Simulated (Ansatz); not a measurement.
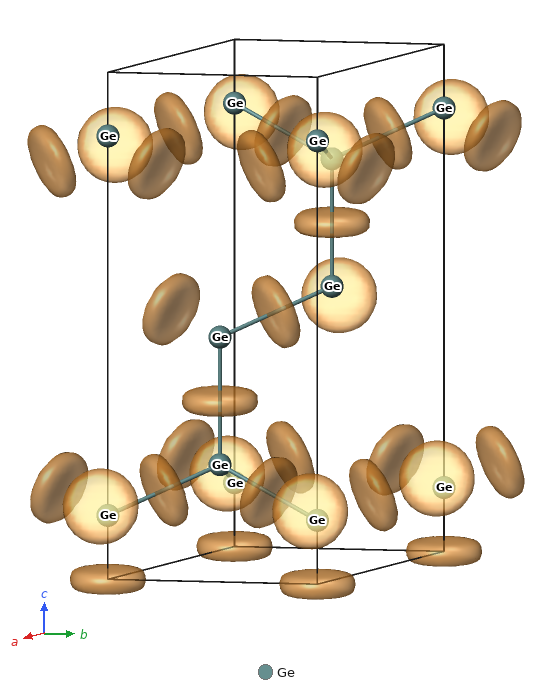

Ge. Isosurface of the ELF at 0.65 (orange), seen at an oblique angle. Only the valence region is drawn (cores and ρ < 0.01 e/Å³ removed). Sticks mark near contacts.

Space group C2/m; changed on purpose from its base cell (atoms moved at random by about 0.02 A).

All numbers below come from Ansatz, Kohn-Sham DFT of a periodic cell, r2SCAN with rVV10, Ansatz PAW.

Core electrons are frozen (PAW), and the valence fields are smoothed inside the atomic spheres.

### Describe the localisation domains.

The surface consists of twelve regions between bonded Ge–Ge atoms (shared pairs), counted in one cell of 6 atoms. Regions shared between cells count once. Profiles from the grid: Ge–Ge (2.44 Å): the ELF peaks at about 0.80 between the atoms; a covalent bond.

### Does the calculation make it a metal, or give it a gap?

It is gapped, with a Kohn–Sham gap of 0.32 eV on the k-point mesh (the band edges may lie off the mesh, which would make the gap smaller).
